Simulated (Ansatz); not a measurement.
# CoSi2/Si/NiSi2: predicting the conductance of a thicker barrier

How it was computed: Ansatz 0.2.0, plane waves with PAW datasets, PBE. Interfaces are relaxed in a short slab (with D3(BJ) where the barrier is layered), set between ideal electrode layers that go on as semi-infinite leads, and the zero-bias conductance G at 300 K comes from T(E) on a typed mesh. The error is the largest of the program's estimates from energy step, mesh, the leads' potential steps and neutrality; its separate bound for narrow resonances between the energies solved isn't counted and can be far larger. The lower electrode is CoSi2 (fluorite 111 turned by 180 degrees  type B), the upper NiSi2 (fluorite 111 turned by 180 degrees  type B) and the barrier Si (diamond 111), on a net of side 3.79 Å; d is the distance between the electrodes' last planes.

Runs in hand:

| planes in the barrier | d (Å) | G (S/m²) | error (%) | lead step (meV) |
| --- | --- | --- | --- | --- |
| 4 | 8.76 | 8.14e13 | 13 | 6 |
| 6 | 11.96 | 4.80e13 | 17 | 6 |
| 8 | 15.15 | 2.68e13 | 19 | 6 |
| 12 | 21.54 | 8.72e12 | 27 | 6 |

**Question.** A further run has 14 planes, d = 24.74 Å. Fit G ∝ exp(−βd) to the rows shown and predict its conductance.

**Worked fit.** Take y = ln G: 32.03, 31.50, 30.92 and 29.80. The means are d = 14.35 Å and y = 31.06; Σ(Δd Δy) = −15.68 and Σ(Δd)² = 89.30, so the slope is −0.176 Å⁻¹ (β = 0.176 Å⁻¹). At d = 24.74 Å, y = 31.06 − 0.176 × 10.39 = 29.24, or G = 4.99e12 S/m².

What the calculation gave: The run gave 5.03e12 S/m², with an error estimate of 31 % and a lead step of 6 meV. The prediction is 0.993 times that, a miss under 10 %.

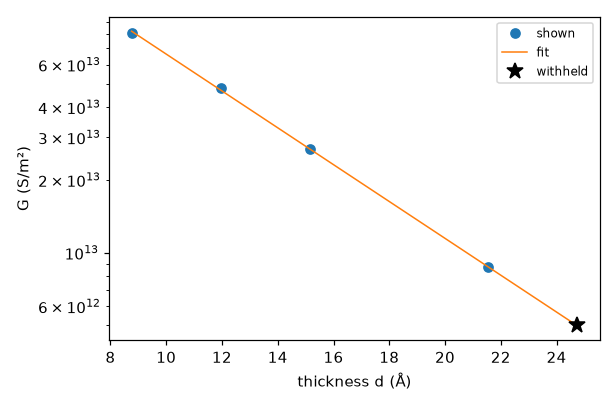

Fit and withheld run.

Caveats: The interfaces are ideal, one cell wide, strained to a common net and relaxed from one registry with their symmetry kept. PBE's gaps are too small, so true decay constants are likely larger where the Fermi level lies deep in a gap. No spin-orbit coupling, phonons, disorder or image charges enter. The rows shown are chosen by tests on error estimates (under 100 to 120 %), lead steps (under 150 meV, though the program warns over 25), intact interfaces and, for fits, a steady trend in the rows shown; the data set holds 414 series of this kind, and not all pass.
